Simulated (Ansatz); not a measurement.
System: Cr, space group Pm-3m (No. 221) (one of a set of cubic test structures, which need not be the stable phase).

Calculation (Ansatz 0.2.0 development build): equation of state of a cubic crystal from periodic Kohn-Sham density functional theory without spin, third-order Birch-Murnaghan fit to the free energies; pressure corrected for the finite basis. Level: PBE.

- structure type: simple cubic
- atoms in cell: 1
- space group number: 221
- lattice centring: simple cubic
- k mesh: 16×16×16
- occupation method: Fermi–Dirac
- occupation width: 0.06123 eV
- wave cutoff: 700 eV
- datasets: hard PAW
- density tolerance: 1e−09 eV
- bands: 11
- density cutoff ratio: 4
- search for lower states: default

Predict the energy above the lowest point and pressure against volume. The volume takes the values 12.03, 12.29, 12.54, 12.80, 13.06, 13.31, 13.57 Å³/atom.

A third-order Birch–Murnaghan fit gives V0 = 12.82 Å³/atom, B0 = 191 GPa and B′ = 4.2. The energy above the lowest point is 32.2 meV/atom at volume 12.03 Å³/atom and 23.5 meV/atom at 13.57 Å³/atom; the lowest computed point is at volume 12.80 Å³/atom (0.0 meV/atom), in a single well. The pressure falls from 13.8 GPa at volume 12.03 Å³/atom to −9.6 GPa at 13.57 Å³/atom, and changes sign near 12.82 Å³/atom.

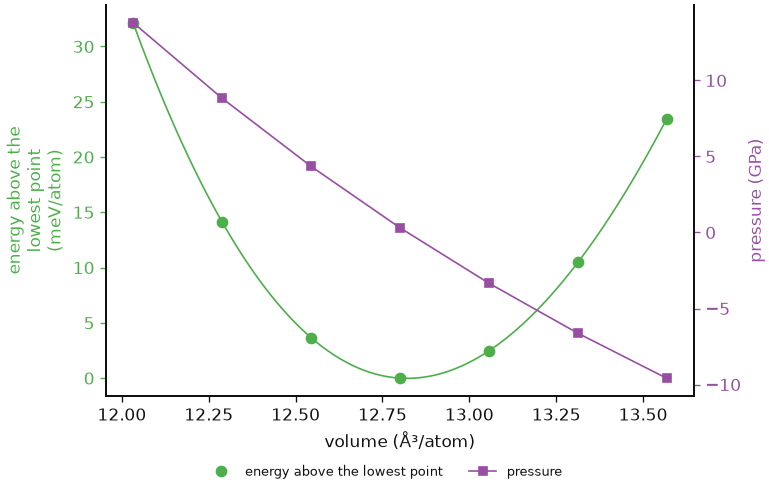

Limits of the calculation: cubic model structure, not the ambient form; modest k-mesh, values are not fully converged in k; no spin polarisation, a magnetic state may lie lower.
